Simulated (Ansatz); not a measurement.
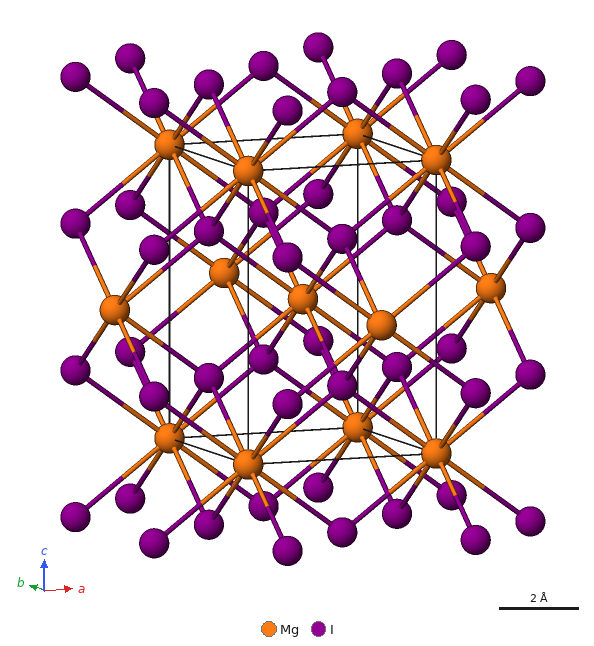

Crystal structure, ball-and-stick style, seen slightly off an axis. Atoms at the boundary of the conventional unit cell (the box) are drawn once for each face, edge or corner they touch. Atoms just outside the outline that bond to atoms inside are added.

MgI$_{2}$, space group I4/mmm (No. 139), a = 5.167 Å, b = 5.167 Å, c = 7.511 Å, α = 90.00°, β = 90.00°, γ = 90.00°. It goes back to a structure type filled with these elements by a generator (whether the compound takes this form wasn't checked). The cell was then strained or its atoms displaced on purpose. Ansatz was used for an electronic-structure calculation on it.

This one geometry was computed with Ansatz (DFT, plane waves, PAW) at three levels of theory: r2SCAN, HSE06 and PBE. It was relaxed with r2SCAN and then strained.

### How does the band gap change with the level of theory?

PBE: a gap of 0.62 eV, indirect; r2SCAN: a gap of 1.23 eV, direct; HSE06: a gap of 1.45 eV, indirect.

### Collect the results in a table.

| level | cutoff (eV) | k-mesh of the run's cell | gap (eV) | pressure (GPa) |
| --- | --- | --- | --- | --- |
| r2SCAN | 500 | 6×6×6 | 1.23 | 1.9 |
| HSE06 | 420 | 4×4×4 | 1.45 | 1.4 |
| PBE | 420 | 6×6×6 | 0.62 | 2.1 |

Gaps are taken on the k-mesh or band path of each run.
